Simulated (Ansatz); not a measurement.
# Geometry relaxation, with input and output: MgO (part 1 of 4)

- system: MgO (slab, 42 atoms in the cell)
- method: DFT PBE, scalar-relativistic, plane waves, PAW, no spin polarisation (Ansatz 0.2.0)

The structure derives from an entry of the Crystallography Open Database. The input holds or restrains some coordinates. Forces given for the steps count only the free coordinates. It belongs to a series of runs on one base structure; here: stripe over 1.5 of 3 cells, two steps.

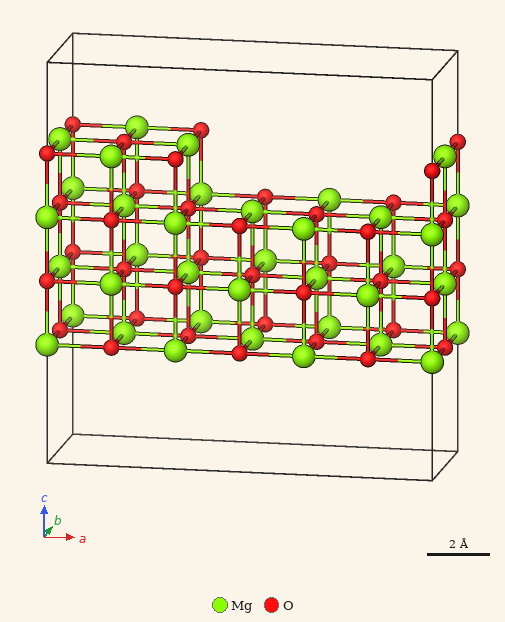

Fig. 1: The input geometry (ball-and-stick view of the cell of the calculation, with the vacuum cut short, seen slightly off an axis). An atom can appear more than once, as a periodic image.

Results in brief

```csv
quantity,value
outcome,converged under the restraints of the input
electrons treated,336
free energy,−52369.0335 eV
Fermi energy,1.756 eV
gap on the k-point mesh,3.08 eV
final volume,997.73 Å³
"largest force (length of the vector) at the end, held atoms and coordinates included",0.581 eV/Å
hardware,"4 threads of Intel Xeon (Granite Rapids), 16 GiB of memory available, shared host"
wall time,3.4 min (CPU time 13 min)
peak memory,4.1 GiB
```

Notes

Warnings of the run: the exchange-correlation potential is rough where the density is thin.

The input
```yaml
crystal:
  lattice:
    - [12.7611135581, 0.0, 0.0]
    - [0.0, 4.2537045194, 0.0]
    - [0.0, 0.0, 18.380556779]
  atoms:
    - { symbol: Mg, position: [0.0, 0.0, 0.081607974] }
    - { symbol: O, position: [0.1666666667, 0.0, 0.081607974] }
    - { symbol: Mg, position: [0.0, 0.5, 0.1973200433] }
    - { symbol: O, position: [0.1666666667, 0.5, 0.1973200433] }
    - { symbol: Mg, position: [0.1666666667, 0.0, 0.1973200433] }
    - { symbol: O, position: [0.0, 0.0, 0.1973200433] }
    - { symbol: Mg, position: [0.1666666667, 0.5, 0.081607974] }
    - { symbol: O, position: [0.0, 0.5, 0.081607974] }
    - { symbol: Mg, position: [0.3333333333, 0.0, 0.081607974] }
    - { symbol: O, position: [0.5, 0.0, 0.081607974] }
    - { symbol: Mg, position: [0.3333333333, 0.5, 0.1973200433] }
    - { symbol: O, position: [0.5, 0.5, 0.1973200433] }
    - { symbol: Mg, position: [0.5, 0.0, 0.1973200433] }
    - { symbol: O, position: [0.3333333333, 0.0, 0.1973200433] }
    - { symbol: Mg, position: [0.5, 0.5, 0.081607974] }
    - { symbol: O, position: [0.3333333333, 0.5, 0.081607974] }
    - { symbol: Mg, position: [0.6666666667, 0.0, 0.081607974] }
    - { symbol: O, position: [0.8333333333, 0.0, 0.081607974] }
    - { symbol: Mg, position: [0.6666666667, 0.5, 0.1973200433] }
    - { symbol: O, position: [0.8333333333, 0.5, 0.1973200433] }
    - { symbol: Mg, position: [0.8333333333, 0.0, 0.1973200433] }
    - { symbol: O, position: [0.6666666667, 0.0, 0.1973200433] }
    - { symbol: Mg, position: [0.8333333333, 0.5, 0.081607974] }
    - { symbol: O, position: [0.6666666667, 0.5, 0.081607974] }
    - { symbol: Mg, position: [0.0, 0.0, 0.3130321126] }
    - { symbol: O, position: [0.1666666667, 0.0, 0.3130321126] }
    - { symbol: Mg, position: [0.1666666667, 0.5, 0.3130321126] }
    - { symbol: O, position: [0.0, 0.5, 0.3130321126] }
    - { symbol: Mg, position: [0.3333333333, 0.0, 0.3130321126] }
    - { symbol: O, position: [0.5, 0.0, 0.3130321126] }
    - { symbol: Mg, position: [0.5, 0.5, 0.3130321126] }
    - { symbol: O, position: [0.3333333333, 0.5, 0.3130321126] }
    - { symbol: Mg, position: [0.6666666667, 0.0, 0.3130321126] }
    - { symbol: O, position: [0.8333333333, 0.0, 0.3130321126] }
    - { symbol: Mg, position: [0.8333333333, 0.5, 0.3130321126] }
    - { symbol: O, position: [0.6666666667, 0.5, 0.3130321126] }
    - { symbol: Mg, position: [0.0, 0.5, 0.4287441819] }
    - { symbol: O, position: [0.1666666667, 0.5, 0.4287441819] }
    - { symbol: Mg, position: [0.1666666667, 0.0, 0.4287441819] }
    - { symbol: O, position: [0.0, 0.0, 0.4287441819] }
    - { symbol: Mg, position: [0.3333333333, 0.5, 0.4287441819] }
    - { symbol: O, position: [0.3333333333, 0.0, 0.4287441819] }
basis:
  ecutwfc: 420
kpoints:
  mp_grid: { grid: [2, 6, 1] }
hamiltonian:
  xc: pbe
scf:
  occupations: { method: gaussian, width: 0.05 }
output:
  forces: true
  eigenvalues: true
  write_density: true
  write_potential: true
  elf: true
  volumetric_format: npy
relax:
  adjacent_minimum: "off"
  f_tol: 0.02
  max_steps: 45
  constraints: [{ sites: [0, 1, 6, 7, 8, 9, 14, 15, 16, 17, 22, 23] }]
efield:
  axis: 3
  dipole_correction: true
  ramp_width: 0.04
```

Launch command:
```bash
ansatz run input.yaml --threads 4 --pin off --max-ram 11264MiB --backend cpu --events-out ev --progress --plain --runs-dir out
```

Log
```
Engine: ansatz 0.2.0, x86_64-unknown-linux-gnu
Pseudopotentials: kind: paw
Pseudopotential: Mg, paw, valence charge 10, recommended cutoff 420 eV (normal), Mg.paw.azcp
Pseudopotential: O, paw, valence charge 6, recommended cutoff 420 eV (normal), O.paw.azcp
Functional definition: PBE
  parameter kappa = 0.804
  parameter beta = 0.06672455060314922
  exchange = pbe_x(kappa = kappa, mu = beta*pi^2/3)
  correlation = pbe_c(beta = beta)
Crystal: 42 atoms, lattice volume = 997.734 Å³
Basis set: ecut = 420 eV, 19505 PW (Γ), exchange–correlation on 180×60×250 points (8 copies of the dense FFT grid, shifted against one another)
Bands: 210, of which v1, the nominal top of the filled ones, is band 168 counted from 1 (167 counted from 0)
Symmetry: 4 space group operations
Space group: Pmm2 (ITA 25), of the structure as read, at distance tolerance 1.0e-4 Å
k-points: 8 of 12
Non-local potential: Mg, projectors of the file, l = 0: 3, l = 1: 2, l = 2: 1
Non-local potential: O, projectors of the file, l = 0: 2, l = 1: 2, l = 2: 1
PAW form: soft (Blöchl's): semilocal exchange-correlation on the pseudo side does not see the compensation charge
PAW one-centre angular grid: Mg, 110 points (default); XC on 64 Gauss nodes
PAW one-centre angular grid: O, 110 points (default); XC on 64 Gauss nodes
Initial density: superposition of atomic densities (neutral atoms: chi_scale 0, normalization atom), corrected by the library's trained network
Initial wavefunctions: pseudopotential atomic-orbital guess
Functional: x = pbe(κ = 0.804, μ = 0.2195149727645171), c = pbe(β = 0.06672455060314922)
SCF iter   1: F=—  HF=-52368.254602 eV  |F-HF|=—  |Δ(HF+E_count)|=         —  Δρ=1.35e-3  dr2=4.64e-2  ethr=1.77e-3  p=-0.144 e·Å  D=-2.61e-2 V/Å  ΔV_dip=0.48 eV  dr2_dipole=4.60e-3  V_vac-E_F(+/−)=3.81/3.33 eV  ⟨swp⟩=7.6  Hψ=6914  notcnv=0  defer=125
efield: sawtooth ramp at fractional position 0.7352 (placed from the atoms, in the widest stretch of the axis that holds none; the zero of the levels goes with the place), width 0.0400; the density the first Hamiltonian is built on has a dipole p = -0.144 e·Å; the dipole correction subtracts the counter field D = -2.61e-2 V/Å, which shifts the + side's vacuum level by +0.48 eV against the − side's; the planar-averaged density in the ramp window peaks in size at 7.2e-5 e/Å³
preconditioner: auto → Resta (q_TF=auto, 2.276 Å⁻¹)  ε∞=2.4  [insulator: Δε(μ)=2.649 eV  Ē_g=12.791 eV  σ=0.050 eV  W_gap=1.00  n_scr=214 (ndim 8)  ℏωp=15.2 eV  f_vac=0.539  D(μ)=0.00/eV (n_scr^D=0)  ε∞_Penn≈2.4  vacuum switching on, ρ_ref=1.2e-2 e/Å³]
SCF iter   2: F=—  HF=-52368.248051 eV  |F-HF|=—  |Δ(HF+E_count)|=   6.55e-3  Δρ=8.04e-4  dr2=6.29e-3  ethr=1.38e-5  p=-0.078 e·Å  D=-1.42e-2 V/Å  ΔV_dip=0.26 eV  dr2_dipole=1.57e-4  V_vac-E_F(+/−)=3.62/3.36 eV  ⟨swp⟩=2.9  Hψ=2792  notcnv=0  defer=295
SCF iter   3: F=—  HF=-52368.243169 eV  |F-HF|=—  |Δ(HF+E_count)|=   4.88e-3  Δρ=4.27e-4  dr2=1.79e-3  ethr=1.87e-6  p=-0.059 e·Å  D=-1.06e-2 V/Å  ΔV_dip=0.20 eV  dr2_dipole=1.81e-6  V_vac-E_F(+/−)=3.53/3.33 eV  ⟨swp⟩=2.0  Hψ=2307  notcnv=0  defer=295
SCF iter   4: F=—  HF=-52368.243294 eV  |F-HF|=—  |Δ(HF+E_count)|=   1.25e-4  Δρ=1.73e-4  dr2=2.28e-4  ethr=5.31e-7  p=-0.056 e·Å  D=-1.02e-2 V/Å  ΔV_dip=0.19 eV  dr2_dipole=2.19e-6  V_vac-E_F(+/−)=3.50/3.31 eV  ⟨swp⟩=2.0  Hψ=2107  notcnv=0  defer=295
SCF iter   5: F=—  HF=-52368.243379 eV  |F-HF|=—  |Δ(HF+E_count)|=   8.49e-5  Δρ=6.81e-5  dr2=4.15e-5  ethr=6.79e-8  p=-0.057 e·Å  D=-1.04e-2 V/Å  ΔV_dip=0.19 eV  dr2_dipole=2.94e-8  V_vac-E_F(+/−)=3.49/3.30 eV  ⟨swp⟩=2.1  Hψ=2015  notcnv=0  defer=295
iter 6 did not close the SCF: its close was put off until two iterations running show no level that it waits for move by more than its bar (scf_convergence_deferred on its scf_iter line)
SCF iter   6: F=-52368.243378 eV  HF=-52368.243374 eV  |F-HF|=3.82e-6  |Δ(HF+E_count)|=   5.27e-6  Δρ=2.18e-5  dr2=3.73e-6  ethr=2.98e-9  p=-0.057 e·Å  D=-1.04e-2 V/Å  ΔV_dip=0.19 eV  dr2_dipole=1.10e-10  V_vac-E_F(+/−)=3.49/3.30 eV  ⟨swp⟩=32.8  Hψ=20069  notcnv=0
iter 7 did not close the SCF: its close was put off until two iterations running show no level that it waits for move by more than its bar (scf_convergence_deferred on its scf_iter line)
SCF iter   7: F=-52368.243379 eV  HF=-52368.243378 eV  |F-HF|=1.26e-6  |Δ(HF+E_count)|=   4.09e-6  Δρ=7.77e-6  dr2=5.65e-7  ethr=1.11e-9  p=-0.058 e·Å  D=-1.04e-2 V/Å  ΔV_dip=0.19 eV  dr2_dipole=9.88e-10  V_vac-E_F(+/−)=3.49/3.30 eV  ⟨swp⟩=15.8  Hψ=13810  notcnv=0
iter 8 did not close the SCF: its close was put off until two iterations running show no level that it waits for move by more than its bar (scf_convergence_deferred on its scf_iter line)
SCF iter   8: F=-52368.243379 eV  HF=-52368.243379 eV  |F-HF|=3.53e-8  |Δ(HF+E_count)|=   1.42e-6  Δρ=3.00e-6  dr2=7.72e-8  ethr=1.68e-10  p=-0.058 e·Å  D=-1.04e-2 V/Å  ΔV_dip=0.19 eV  dr2_dipole=4.46e-10  V_vac-E_F(+/−)=3.49/3.30 eV  ⟨swp⟩=15.2  Hψ=12875  notcnv=0
iter 9 did not close the SCF: its close was put off until two iterations running show no level that it waits for move by more than its bar (scf_convergence_deferred on its scf_iter line)
SCF iter   9: F=-52368.243379 eV  HF=-52368.243379 eV  |F-HF|=3.83e-9  |Δ(HF+E_count)|=   6.71e-8  Δρ=8.43e-7  dr2=6.67e-9  ethr=2.30e-11  p=-0.058 e·Å  D=-1.04e-2 V/Å  ΔV_dip=0.19 eV  dr2_dipole=4.12e-11  V_vac-E_F(+/−)=3.49/3.30 eV  ⟨swp⟩=10.9  Hψ=11422  notcnv=0
SCF iter  10: F=-52368.243379 eV  HF=-52368.243379 eV  |F-HF|=4.95e-10  |Δ(HF+E_count)|=   5.30e-9  Δρ=4.72e-7  dr2=1.94e-9  ethr=1.98e-12  p=-0.058 e·Å  D=-1.04e-2 V/Å  ΔV_dip=0.19 eV  dr2_dipole=2.78e-12  V_vac-E_F(+/−)=3.49/3.30 eV  ⟨swp⟩=8.0  Hψ=10140  notcnv=0
SCF 1 converged in 10 iterations: F = -52368.243379 eV  dr2 = 1.94e-9
  greatest PAW one-centre occupation: 1.000 electrons in one spin orbital (limit 2), on the Mg atom at site 20 (counted from 0), in its partial waves of l = 0
relax step   1: F+E_penalty+E_count = -52368.24337949 eV  Δ(F+E_penalty+E_count) = +0.000e0 eV  max|allowed force component| = 1.510e0 eV/Å  Δτ_max = 0.0000 Å  (10 SCF iters, dr2 threshold 1.00e-5 eV, accepted)
Initial density: handed on by an earlier stage of this run
Initial wavefunctions: those handed on with the density
iter 1 solved again at ethr=4.35e-5 eV; its pass at ethr=3.10e-3 eV (dr2=1.46e-1 eV) is discarded
SCF iter   1: F=—  HF=-52368.815486 eV  |F-HF|=—  |Δ(HF+E_count)|=         —  Δρ=3.20e-3  dr2=1.49e-1  ethr=4.35e-5  p=-0.058 e·Å  D=-1.04e-2 V/Å  ΔV_dip=0.19 eV  dr2_dipole=5.88e-3  V_vac-E_F(+/−)=3.49/3.30 eV  ⟨swp⟩=2.0  Hψ=5331  notcnv=0  defer=291
efield: sawtooth ramp at fractional position 0.7352 (handed on by an earlier solve), width 0.0400; the density the first Hamiltonian is built on has a dipole p = -0.058 e·Å; the dipole correction subtracts the counter field D = -1.04e-2 V/Å, which shifts the + side's vacuum level by +0.19 eV against the − side's; the planar-averaged density in the ramp window peaks in size at 6.4e-6 e/Å³
preconditioner: auto → Resta (q_TF=auto, 2.276 Å⁻¹)  ε∞=2.4  [insulator: Δε(μ)=2.936 eV  Ē_g=12.813 eV  σ=0.050 eV  W_gap=1.00  n_scr=214 (ndim 8)  ℏωp=15.2 eV  f_vac=0.541  D(μ)=0.00/eV (n_scr^D=0)  ε∞_Penn≈2.4  vacuum switching on, ρ_ref=1.2e-2 e/Å³]
SCF iter   2: F=—  HF=-52368.777167 eV  |F-HF|=—  |Δ(HF+E_count)|=   3.83e-2  Δρ=1.56e-3  dr2=2.92e-2  ethr=4.35e-5  p=-0.122 e·Å  D=-2.22e-2 V/Å  ΔV_dip=0.41 eV  dr2_dipole=2.35e-4  V_vac-E_F(+/−)=3.60/3.20 eV  ⟨swp⟩=2.0  Hψ=1958  notcnv=0  defer=291
SCF iter   3: F=—  HF=-52368.768805 eV  |F-HF|=—  |Δ(HF+E_count)|=   8.36e-3  Δρ=1.15e-3  dr2=1.13e-2  ethr=8.68e-6  p=-0.137 e·Å  D=-2.48e-2 V/Å  ΔV_dip=0.46 eV  dr2_dipole=1.35e-5  V_vac-E_F(+/−)=3.67/3.22 eV  ⟨swp⟩=2.0  Hψ=2369  notcnv=0  defer=292
SCF iter   4: F=—  HF=-52368.766942 eV  |F-HF|=—  |Δ(HF+E_count)|=   1.86e-3  Δρ=2.64e-4  dr2=6.61e-4  ethr=3.38e-6  p=-0.139 e·Å  D=-2.52e-2 V/Å  ΔV_dip=0.46 eV  dr2_dipole=4.72e-7  V_vac-E_F(+/−)=3.66/3.20 eV  ⟨swp⟩=2.0  Hψ=2065  notcnv=0  defer=292
SCF iter   5: F=—  HF=-52368.767195 eV  |F-HF|=—  |Δ(HF+E_count)|=   2.53e-4  Δρ=1.37e-4  dr2=1.59e-4  ethr=1.97e-7  p=-0.138 e·Å  D=-2.50e-2 V/Å  ΔV_dip=0.46 eV  dr2_dipole=2.10e-7  V_vac-E_F(+/−)=3.66/3.20 eV  ⟨swp⟩=2.6  Hψ=2388  notcnv=0  defer=292
SCF iter   6: F=-52368.767190 eV  HF=-52368.767188 eV  |F-HF|=2.61e-6  |Δ(HF+E_count)|=   7.15e-6  Δρ=3.75e-5  dr2=1.42e-5  ethr=2.98e-8  p=-0.137 e·Å  D=-2.49e-2 V/Å  ΔV_dip=0.46 eV  dr2_dipole=3.93e-7  V_vac-E_F(+/−)=3.66/3.20 eV  ⟨swp⟩=25.4  Hψ=17611  notcnv=0
SCF 2 converged in 6 iterations: F = -52368.767190 eV  dr2 = 1.42e-5
[... from here on the iterations of each SCF are left out, up to the last one ...]
relax step   2: F+E_penalty+E_count = -52368.76719048 eV  Δ(F+E_penalty+E_count) = -5.238e-1 eV  max|allowed force component| = 6.677e-1 eV/Å  Δτ_max = 0.0934 Å  (6 SCF iters, dr2 threshold 1.00e-4 eV, accepted)
efield: sawtooth ramp at fractional position 0.7352 (handed on by an earlier solve), width 0.0400; the density the first Hamiltonian is built on has a dipole p = -0.137 e·Å; the dipole correction subtracts the counter field D = -2.49e-2 V/Å, which shifts the + side's vacuum level by +0.46 eV against the − side's; the planar-averaged density in the ramp window peaks in size at 7.7e-6 e/Å³
preconditioner: auto → Resta (q_TF=auto, 2.276 Å⁻¹)  ε∞=2.4  [insulator: Δε(μ)=3.122 eV  Ē_g=12.883 eV  σ=0.050 eV  W_gap=1.00  n_scr=214 (ndim 8)  ℏωp=15.2 eV  f_vac=0.540  D(μ)=0.00/eV (n_scr^D=0)  ε∞_Penn≈2.4  vacuum switching on, ρ_ref=1.2e-2 e/Å³]
SCF 3 converged in 6 iterations: F = -52369.000454 eV  dr2 = 1.73e-5
relax step   3: F+E_penalty+E_count = -52369.00045401 eV  Δ(F+E_penalty+E_count) = -2.333e-1 eV  max|allowed force component| = 2.848e-1 eV/Å  Δτ_max = 0.2000 Å  (6 SCF iters, dr2 threshold 2.79e-5 eV, accepted)
efield: sawtooth ramp at fractional position 0.7352 (handed on by an earlier solve), width 0.0400; the density the first Hamiltonian is built on has a dipole p = -0.108 e·Å; the dipole correction subtracts the counter field D = -1.95e-2 V/Å, which shifts the + side's vacuum level by +0.36 eV against the − side's; the planar-averaged density in the ramp window peaks in size at 6.9e-6 e/Å³
preconditioner: auto → Resta (q_TF=auto, 2.276 Å⁻¹)  ε∞=2.4  [insulator: Δε(μ)=3.148 eV  Ē_g=12.917 eV  σ=0.050 eV  W_gap=1.00  n_scr=214 (ndim 8)  ℏωp=15.2 eV  f_vac=0.543  D(μ)=0.00/eV (n_scr^D=0)  ε∞_Penn≈2.4  vacuum switching on, ρ_ref=1.2e-2 e/Å³]
SCF 4 converged in 6 iterations: F = -52369.019310 eV  dr2 = 6.02e-6
relax step   4: F+E_penalty+E_count = -52369.01930984 eV  Δ(F+E_penalty+E_count) = -1.886e-2 eV  max|allowed force component| = 2.658e-1 eV/Å  Δτ_max = 0.0769 Å  (6 SCF iters, dr2 threshold 1.48e-5 eV, accepted)
efield: sawtooth ramp at fractional position 0.7352 (handed on by an earlier solve), width 0.0400; the density the first Hamiltonian is built on has a dipole p = -0.221 e·Å; the dipole correction subtracts the counter field D = -4.02e-2 V/Å, which shifts the + side's vacuum level by +0.74 eV against the − side's; the planar-averaged density in the ramp window peaks in size at 7.1e-6 e/Å³
preconditioner: auto → Resta (q_TF=auto, 2.276 Å⁻¹)  ε∞=2.4  [insulator: Δε(μ)=2.971 eV  Ē_g=12.914 eV  σ=0.050 eV  W_gap=1.00  n_scr=214 (ndim 8)  ℏωp=15.2 eV  f_vac=0.541  D(μ)=0.00/eV (n_scr^D=0)  ε∞_Penn≈2.4  vacuum switching on, ρ_ref=1.2e-2 e/Å³]
SCF 5 converged in 5 iterations: F = -52369.033526 eV  dr2 = 7.54e-6
relax step   5: F+E_penalty+E_count = -52369.03352571 eV  Δ(F+E_penalty+E_count) = -1.422e-2 eV  max|allowed force component| = 1.149e-2 eV/Å  Δτ_max = 0.0228 Å  (5 SCF iters, dr2 threshold 1.29e-5 eV, accepted)
iter 1 solved again at ethr=2.62e-9 eV; its pass at ethr=3.10e-3 eV (dr2=8.79e-6 eV) is discarded
```
